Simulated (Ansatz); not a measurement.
Band edges of ZrS2 (space group P-3m1, No. 164).

Input

```yaml
crystal:
  lattice:
    - [3.69138255, 0.0, 0.0]
    - [-1.84569127, 3.19683106, 0.0]
    - [0.0, 0.0, 6.04107701]
  atoms:
    - { symbol: Zr, position: [0.0, 0.0, 0.0] }
    - { symbol: S, position: [0.66666667, 0.33333333, 0.76209003] }
    - { symbol: S, position: [0.33333333, 0.66666667, 0.23790997] }
basis:
  ecutwfc: 420
kpoints:
  mp_grid: { grid: [12, 12, 8] }
hamiltonian:
  xc: pbe
scf:
  occupations: { method: gaussian, width: 0.05 }
output:
  forces: true
  eigenvalues: true
  eigenstates:
    nscf_kmesh: { grid: [24, 24, 14] }
    top_band: c6
    de_dk: true
    localisation: true
  stress: true
checkpoint:
  write: ck
  compress: false
  write_wavefunctions: false
  write_every: 100000
```

Run with:

```sh
ansatz run input.yaml --threads 2 --pin off --max-ram 5120MiB --backend cpu --events-out ev --progress --plain --runs-dir out
```

Level of theory: DFT PBE, scalar-relativistic, plane waves, PAW; levels and slopes on a dense k mesh at the converged density in Ansatz. No spin polarisation. Mesh 24×24×14, interpolated with the band slopes. Cell and positions as given, without relaxation. The cell comes from a database of computed structures, not from a measurement.

Masses come from a second pass at points close to the extrema; at the energies drawn a band may no longer be parabolic.

The gap is indirect, 1.03 eV at this level of theory (semilocal functionals give gaps that are too small, and can reorder valleys that lie close).

Valence band: six equivalent maxima on the K–Γ line, nearly flat in one direction, with masses 0.40 and 1.17 mₑ across. Band 12 forms the valence edge; band 11 begins 0.09 eV lower (at Γ) and band 10 begins 0.09 eV lower (at Γ). The surfaces also take in Γ, where this band lies 0.05 eV below its edge, so they needn't be separate pockets.
Conduction band: three equivalent minima at L, principal masses 0.32, 1.07 and 2.86 mₑ; one minimum at A, 0.53 eV above the edge, two bands meeting there. Band 13 forms the conduction edge. The surfaces also take in M, where this band lies 0.17 eV above its edge.

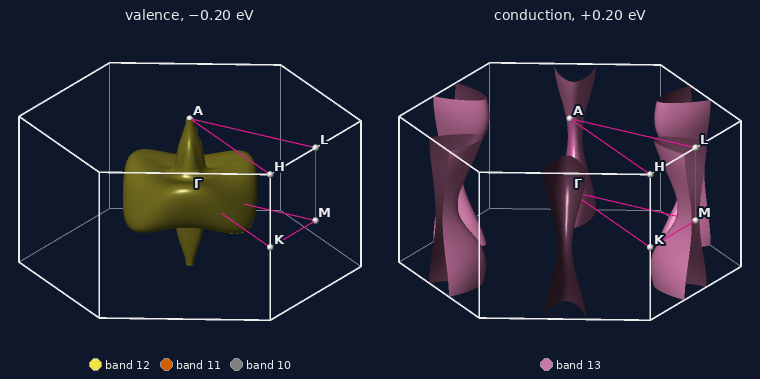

Constant-energy surfaces near the two band edges, measured from each edge.

Where one band's surface lies inside another's, the outer one hides all or part of it.

Spin-orbit coupling, left out here, can change the gap, its kind, the place of the band edges and the masses, since the compound holds Zr.
